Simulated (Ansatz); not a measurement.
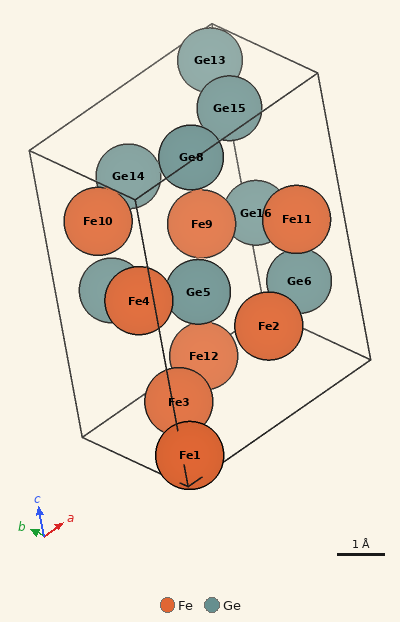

Fig. 1: The structure (spheres-only view of the cell of the calculation, seen slightly off an axis; atoms are numbered from 1 in the order of the input).

**What a change does: single-point calculation on FeGe**

System: FeGe (16 atoms in the cell).
Method of the first run: DFT PBE, scalar-relativistic, plane waves, PAW, spin-polarised (Ansatz 0.2.0).

The structure derives from an entry of the Crystallography Open Database. Text and figures count atoms from 1; the logs count them from 0 in places.

**The input, the first run**
```yaml
crystal:
  lattice:
    - [0.0, 4.6626167221, 4.6626167221]
    - [4.6626167221, 0.0, 4.6626167221]
    - [4.6626167221, 4.6626167221, 0.0]
  atoms:
    - { symbol: Fe, position: [0.0674550664, 0.0674550664, 0.0674550664], spin: 2.5 }
    - { symbol: Fe, position: [0.5674550664, 0.0674550664, 0.2976348007], spin: 2.5 }
    - { symbol: Fe, position: [0.2976348007, 0.5674550664, 0.0674550664], spin: 2.5 }
    - { symbol: Fe, position: [0.0674550664, 0.2976348007, 0.5674550664], spin: 2.5 }
    - { symbol: Ge, position: [0.4208811927, 0.4208811927, 0.4208811927] }
    - { symbol: Ge, position: [-0.0791188073, 0.4208811927, 0.237356422] }
    - { symbol: Ge, position: [0.237356422, -0.0791188073, 0.4208811927] }
    - { symbol: Ge, position: [0.4208811927, 0.237356422, -0.0791188073] }
    - { symbol: Fe, position: [0.5674550664, 0.5674550664, 0.5674550664], spin: 2.5 }
    - { symbol: Fe, position: [1.0674550664, 0.5674550664, 0.7976348007], spin: 2.5 }
    - { symbol: Fe, position: [0.7976348007, 1.0674550664, 0.5674550664], spin: 2.5 }
    - { symbol: Fe, position: [0.5674550664, 0.7976348007, 1.0674550664], spin: 2.5 }
    - { symbol: Ge, position: [0.9208811927, 0.9208811927, 0.9208811927] }
    - { symbol: Ge, position: [0.4208811927, 0.9208811927, 0.737356422] }
    - { symbol: Ge, position: [0.737356422, 0.4208811927, 0.9208811927] }
    - { symbol: Ge, position: [0.9208811927, 0.737356422, 0.4208811927] }
basis:
  ecutwfc: 420
  ecutrho_ratio: 4
kpoints:
  mp_grid: { grid: [6, 6, 6] }
hamiltonian:
  xc: pbe
scf:
  occupations: { method: gaussian, width: 0.05 }
  lower_state_search: "off"
output:
  forces: true
  stress: true
  eigenvalues: true
  populations: true
magnetization:
  spin_polarized: true
```

Launched with:
```bash
ansatz run input.yaml --threads 4 --pin off --max-ram 10240MiB --backend cpu --events-out ev --progress --plain --runs-dir out
```

Hardware: 4 threads of Intel Xeon (Granite Rapids), 64 GiB of memory available, shared host.

**Output, shortened to warnings, some set-up lines, iterations and results (the first run)**
```
Basis set: ecut = 420 eV, 3839 PW (Γ), exchange–correlation on 90×90×90 points (8 copies of the dense FFT grid, shifted against one another)
Symmetry: 24 space group operations
k-points: 18 of 216 (time reversal used)
Initial density: superposition of atomic densities (chi_scale 0.1, normalization cell)
[...]
SCF iter   1: F=—  HF=-70206.763143 eV  |F-HF|=—  |Δ(HF+E_count)|=         —  Δρ=9.13e-2 (↑4.09e-2 ↓9.13e-2)  dr2=1.78e1  dr2_m=6.69e0  M=10.852 μB ∫|m|=13.606 μB  β_m=0.30  …
SCF iter   2: F=—  HF=-70205.285339 eV  |F-HF|=—  |Δ(HF+E_count)|=    1.48e0  Δρ=5.68e-2 (↑5.68e-2 ↓3.75e-2)  dr2=3.39e0  dr2_m=3.41e0  M=10.985 μB ∫|m|=13.736 μB  β_m=0.30  …
SCF iter   3: F=—  HF=-70205.189195 eV  |F-HF|=—  |Δ(HF+E_count)|=   9.61e-2  Δρ=4.02e-2 (↑4.02e-2 ↓3.47e-2)  dr2=2.21e0  dr2_m=2.23e0  M=10.500 μB ∫|m|=13.323 μB  β_m=0.30  …
SCF iter   4: F=—  HF=-70204.763550 eV  |F-HF|=—  |Δ(HF+E_count)|=   4.26e-1  Δρ=2.56e-2 (↑2.56e-2 ↓2.19e-2)  dr2=1.06e-1  dr2_m=1.03e0  M=10.544 μB ∫|m|=13.368 μB  β_m=0.30  …
SCF iter   5: F=—  HF=-70204.866773 eV  |F-HF|=—  |Δ(HF+E_count)|=   1.03e-1  Δρ=2.02e-2 (↑2.02e-2 ↓2.01e-2)  dr2=2.40e-2  dr2_m=7.44e-1  M=10.226 μB ∫|m|=13.042 μB  β_m=0.30 …
[... 11 lines ...]
SCF iter  17: F=—  HF=-70205.174465 eV  |F-HF|=—  |Δ(HF+E_count)|=   2.47e-4  Δρ=7.74e-5 (↑5.41e-5 ↓7.74e-5)  dr2=1.31e-5  dr2_m=2.66e-6  M=8.349 μB ∫|m|=10.422 μB  β_m=0.79  …
SCF iter  18: F=—  HF=-70205.174462 eV  |F-HF|=—  |Δ(HF+E_count)|=   3.05e-6  Δρ=6.21e-5 (↑2.87e-5 ↓6.21e-5)  dr2=2.18e-6  dr2_m=3.59e-6  M=8.349 μB ∫|m|=10.420 μB  β_m=0.80  …
SCF iter  19: F=—  HF=-70205.174462 eV  |F-HF|=—  |Δ(HF+E_count)|=   4.78e-7  Δρ=1.30e-5 (↑1.30e-5 ↓4.20e-6)  dr2=2.79e-7  dr2_m=1.13e-7  M=8.350 μB ∫|m|=10.422 μB  β_m=0.90  …
SCF iter  20: F=-70205.174462 eV  HF=-70205.174462 eV  |F-HF|=2.02e-8  |Δ(HF+E_count)|=   2.36e-9  Δρ=2.70e-6 (↑2.70e-6 ↓1.02e-6)  dr2=1.86e-8  dr2_m=3.17e-9  M=8.350 μB …
SCF 1 converged in 20 iterations: F = -70205.174462 eV  dr2 = 1.86e-8
SCF converged after 20 iterations
Magnetization: 8.3500 μB (124.1750 up, 115.8250 down)
Absolute magnetization: 10.4240 μB (∫|ρ↑−ρ↓|, with the PAW one-centre terms)
Spin contamination: 0.2259 ħ² per cell (⟨S²⟩ above its minimum at these occupations)
Per-site moments (μB) at R_I (Å): [(1.1481802306903646, 0.9765643332537198), (1.1481802306903655, 0.9765643332537198), (1.1481802306903657, 0.9765643332537198), (1.1481802306903641, 0.9765643332537198), (-0.05172415320057481, 0.9765643332537194), (-0.05172415320057488, 0.9765643332537194), …
Free energy (F): -70205.174462 eV
Harris-Foulkes:  -70205.174462 eV  (|F-HF|=2.02e-8)
Internal energy: -70205.158894 eV  (E = F + TS)
E sigma→0 (E₀):  -70205.166678 eV
Entropy (-TS):   -0.015568 eV (-0.973 meV/atom)
Fermi energy:    17.112390 eV
--- Per-component energies (eV) ---
  E_band       = -2128.361249
  E_kinetic    = 3741.987517
  E_local      = -32492.349402  (includes V_loc(G=0)·N_el)
  E_nonlocal   = 5097.605125
  E_hartree    = 14090.877702
  E_xc         = -1561.912511
  E_vxc        = -1751.535085  (∫ρ·V_xc dr)
  E_paw        = -27095.875820  (= ΣΔE_a)
  E_vpaw       = -4905.817219  (= ΣTr[D̂ρ^β])
  E_aug_tail   = 0.009316  (compensation charges beyond the density's cutoff)
  E_ewald      = -31985.500820
  E_smearing   = -0.015568  (= −TS)
  E_closure    = 0.000000  (closes the sum)
  Σ components = -70205.174462   (vs F -70205.174462, Δ=0.00e0)
--- Forces (eV/Å), atoms counted from 1 ---
  atom   1  Fe    -0.00748468    -0.00748468    -0.00748468
  atom   2  Fe     0.00748468     0.00748468    -0.00748468
  atom   3  Fe    -0.00748468     0.00748468     0.00748468
  atom   4  Fe     0.00748468    -0.00748468     0.00748468
  atom   5  Ge    -0.00503522    -0.00503522    -0.00503522
  atom   6  Ge     0.00503522     0.00503522    -0.00503522
  atom   7  Ge    -0.00503522     0.00503522     0.00503522
  atom   8  Ge     0.00503522    -0.00503522     0.00503522
  atom   9  Fe    -0.00748468    -0.00748468    -0.00748468
  atom  10  Fe     0.00748468     0.00748468    -0.00748468
  atom  11  Fe    -0.00748468     0.00748468     0.00748468
  atom  12  Fe     0.00748468    -0.00748468     0.00748468
  atom  13  Ge    -0.00503522    -0.00503522    -0.00503522
  atom  14  Ge     0.00503522     0.00503522    -0.00503522
[...]
```

For the second run the input was changed thus:
```diff
-    - { symbol: Fe, position: [0.5674550664, 0.5674550664, 0.5674550664], spin: 2.5 }
-    - { symbol: Fe, position: [1.0674550664, 0.5674550664, 0.7976348007], spin: 2.5 }
-    - { symbol: Fe, position: [0.7976348007, 1.0674550664, 0.5674550664], spin: 2.5 }
-    - { symbol: Fe, position: [0.5674550664, 0.7976348007, 1.0674550664], spin: 2.5 }
+    - { symbol: Fe, position: [0.5674550664, 0.5674550664, 0.5674550664], spin: -2.5 }
+    - { symbol: Fe, position: [1.0674550664, 0.5674550664, 0.7976348007], spin: -2.5 }
+    - { symbol: Fe, position: [0.7976348007, 1.0674550664, 0.5674550664], spin: -2.5 }
+    - { symbol: Fe, position: [0.5674550664, 0.7976348007, 1.0674550664], spin: -2.5 }
```

How does the second run compare with the first run?

The energy is the same within 0.01 meV per atom. The net moment of the cell goes from 8.35 to −8.35 μB. The SCF takes 90 iterations against 20. The irreducible k-points go from 18 to 40. On the same kind of shared host the second run took about 19 times as long.

**Output, shortened to warnings, some set-up lines, iterations and results (the second run)**
```
WARN: the starting moments were not kept: 4 of 8 ended reversed and 4 kept their direction, counting a site from 0.1 of the cell's largest site moment. The largest reversed, site 3 (counted from 0, in the order of the report's site_moments_mub), started with +2.5 μB and closes at -1.1e0 μB in its sphere. The starting moments cancel, and the net magnetisation is 8.4e0 μB in size, over 0.1 of its …
Basis set: ecut = 420 eV, 3839 PW (Γ), exchange–correlation on 90×90×90 points (8 copies of the dense FFT grid, shifted against one another)
Symmetry: 3 space group operations
k-points: 40 of 216 (time reversal used)
Initial density: superposition of atomic densities (chi_scale 0.1, normalization cell)
[...]
SCF iter   1: F=—  HF=-70206.397591 eV  |F-HF|=—  |Δ(HF+E_count)|=         —  Δρ=6.50e-2 (↑6.50e-2 ↓6.50e-2)  dr2=1.69e1  dr2_m=5.29e0  M=-0.000 μB ∫|m|=13.853 μB  β_m=0.30  …
SCF iter   2: F=—  HF=-70204.829022 eV  |F-HF|=—  |Δ(HF+E_count)|=    1.57e0  Δρ=4.54e-2 (↑4.54e-2 ↓4.54e-2)  dr2=3.38e0  dr2_m=2.87e0  M=0.000 μB ∫|m|=13.938 μB  β_m=0.30  …
SCF iter   3: F=—  HF=-70204.697710 eV  |F-HF|=—  |Δ(HF+E_count)|=   1.31e-1  Δρ=3.64e-2 (↑3.64e-2 ↓3.64e-2)  dr2=2.76e0  dr2_m=1.92e0  M=-0.000 μB ∫|m|=13.540 μB  β_m=0.30  …
SCF iter   4: F=—  HF=-70204.671059 eV  |F-HF|=—  |Δ(HF+E_count)|=   2.67e-2  Δρ=3.86e-2 (↑3.86e-2 ↓3.86e-2)  dr2=6.61e0  dr2_m=1.46e0  M=0.001 μB ∫|m|=13.149 μB  β_m=0.30  …
SCF iter   5: F=—  HF=-70204.351233 eV  |F-HF|=—  |Δ(HF+E_count)|=   3.20e-1  Δρ=1.85e-2 (↑1.85e-2 ↓1.85e-2)  dr2=7.39e-2  dr2_m=6.11e-1  M=-0.000 μB ∫|m|=13.188 μB  β_m=0.30 …
[... 81 lines ...]
SCF iter  87: F=—  HF=-70205.174463 eV  |F-HF|=—  |Δ(HF+E_count)|=   2.53e-5  Δρ=6.77e-5 (↑6.77e-5 ↓3.18e-5)  dr2=3.06e-5  dr2_m=8.75e-7  M=-8.350 μB ∫|m|=10.423 μB  …
SCF iter  88: F=—  HF=-70205.174462 eV  |F-HF|=—  |Δ(HF+E_count)|=   1.61e-6  Δρ=1.84e-5 (↑1.84e-5 ↓1.30e-5)  dr2=5.08e-7  dr2_m=4.11e-7  M=-8.350 μB ∫|m|=10.423 μB  …
SCF iter  89: F=-70205.174462 eV  HF=-70205.174462 eV  |F-HF|=7.93e-9  |Δ(HF+E_count)|=   2.11e-7  Δρ=1.70e-6 (↑1.68e-6 ↓1.70e-6)  dr2=1.00e-8  dr2_m=3.99e-9  M=-8.350 μB …
SCF iter  90: F=-70205.174462 eV  HF=-70205.174462 eV  |F-HF|=7.95e-9  |Δ(HF+E_count)|=    0.00e0  Δρ=1.70e-6 (↑1.68e-6 ↓1.70e-6)  dr2=1.00e-8  dr2_m=3.99e-9  M=-8.350 μB …
SCF 1 converged in 90 iterations: F = -70205.174462 eV  dr2 = 1.00e-8
SCF converged after 90 iterations
Magnetization: -8.3500 μB (115.8250 up, 124.1750 down)
Absolute magnetization: 10.4241 μB (∫|ρ↑−ρ↓|, with the PAW one-centre terms)
Spin contamination: 0.2259 ħ² per cell (⟨S²⟩ above its minimum at these occupations)
Per-site moments (μB) at R_I (Å): [(-1.1480356634547004, 0.9765643329205892), (-1.1481231187297845, 0.9765643333647633), (-1.148123118729785, 0.9765643333647633), (-1.1481231187297851, 0.9765643333647633), (0.05172593716541144, 0.9765643329205889), (0.05172653037491739, 0.9765643333647628), …
Free energy (F): -70205.174462 eV
Harris-Foulkes:  -70205.174462 eV  (|F-HF|=7.95e-9)
Internal energy: -70205.158894 eV  (E = F + TS)
E sigma→0 (E₀):  -70205.166678 eV
Entropy (-TS):   -0.015568 eV (-0.973 meV/atom)
Fermi energy:    17.112422 eV
--- Per-component energies (eV) ---
  E_band       = -2128.358792
  E_kinetic    = 3741.987379
  E_local      = -32492.329272  (includes V_loc(G=0)·N_el)
  E_nonlocal   = 5097.599841
  E_hartree    = 14090.861346
  E_xc         = -1561.913358
  E_vxc        = -1751.536183  (∫ρ·V_xc dr)
  E_paw        = -27095.873327  (= ΣΔE_a)
  E_vpaw       = -4905.811091  (= ΣTr[D̂ρ^β])
  E_aug_tail   = 0.009316  (compensation charges beyond the density's cutoff)
  E_ewald      = -31985.500820
  E_smearing   = -0.015568  (= −TS)
  E_closure    = -0.000000  (closes the sum)
  Σ components = -70205.174462   (vs F -70205.174462, Δ=0.00e0)
--- Forces (eV/Å), atoms counted from 1 ---
  atom   1  Fe    -0.00745633    -0.00745633    -0.00745633
  atom   2  Fe     0.00747426     0.00747469    -0.00751768
  atom   3  Fe    -0.00751768     0.00747426     0.00747469
  atom   4  Fe     0.00747469    -0.00751768     0.00747426
  atom   5  Ge    -0.00507636    -0.00507636    -0.00507636
  atom   6  Ge     0.00494448     0.00505625    -0.00499876
  atom   7  Ge    -0.00499876     0.00494448     0.00505625
  atom   8  Ge     0.00505625    -0.00499876     0.00494448
  atom   9  Fe    -0.00749810    -0.00749810    -0.00749810
  atom  10  Fe     0.00746571     0.00749384    -0.00744309
  atom  11  Fe    -0.00744309     0.00746571     0.00749384
  atom  12  Fe     0.00749384    -0.00744309     0.00746571
  atom  13  Ge    -0.00496742    -0.00496742    -0.00496742
  atom  14  Ge     0.00511123     0.00499350    -0.00506104
[...]
```

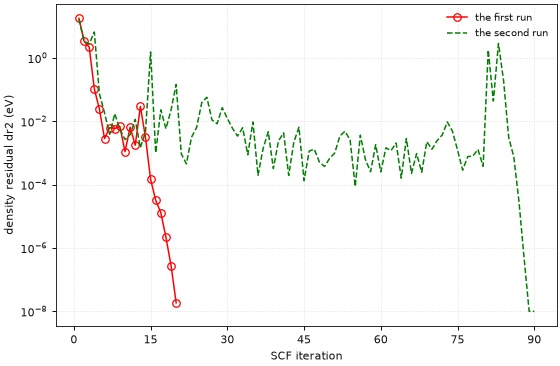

Fig. 2: Convergence of the two runs: density residual dr2 against the SCF iteration. The first run takes 20 iterations in all, and the second run takes 90.

**The two runs side by side**

```csv
quantity,the first run,the second run
outcome,converged,converged
free energy per atom (eV),−4387.8234,−4387.8234
"energy per atom, smearing taken to zero (eV)",−4387.8229,−4387.8229
gap on the mesh (eV),0.00,0.00
net moment of the cell (μB),8.35,−8.35
absolute moment of the cell (μB),10.42,10.42
pressure (GPa),0.01,0.01
largest force (eV/Å),0.013,0.013
SCF iterations,20,90
irreducible k-points,18,40
plane waves at Γ,3839,3839
wall time (shared host),39 s,13 min
```

For the second run: Warnings: some starting moments were not kept.
